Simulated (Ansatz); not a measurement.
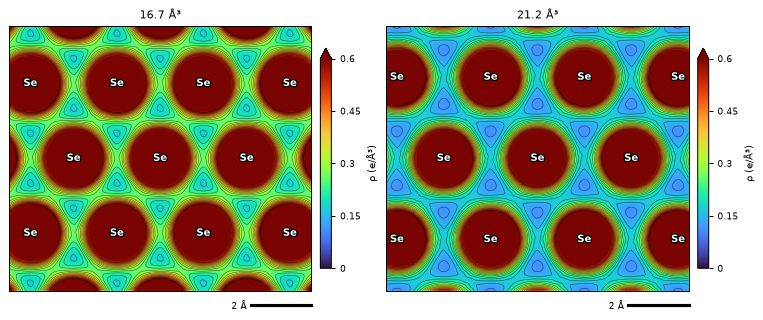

Se. The valence pseudo-density of cells scaled evenly to different volumes (given per atom above each panel), on the (001) plane of each (indices in the axes of the cell below), at one length scale and on one colour scale.

A generated structure, not necessarily the stable one.

All numbers below come from Ansatz 0.2.0, DFT, LDA (PW92), plane waves (420 eV) with PAW, scalar-relativistic.

The largest cell:

```
Se
1.0
     0.00000    2.19851    2.19851
     2.19851    0.00000    2.19851
     2.19851    2.19851    0.00000
Se
1
Cartesian
  0.0000 0.0000 0.0000
```

| volume (Å³/atom) | Se–Se contact in the plane (Å) | ρ at its midpoint (e/Å³) | pressure (GPa) | 
| --- | --- | --- | --- |
| 16.70 | 2.869 | 0.263 | 14.2 | 
| 20.49 | 3.072 | ? | ? | 
| 21.25 | 3.109 | 0.173 | −7.7 | 

**Estimate the missing row, and compare with the calculation.**

Over the known rows ln ρ falls by 1.75 per Å of Se–Se distance (the line through the two), which gives 0.185 e/Å³ at 3.072 Å; the calculation gives 0.185 e/Å³. For the pressure, a straight line in volume between the neighbouring rows gives −4.0 GPa; the calculation gives −5.8, lower because pressure rises ever faster on compression.
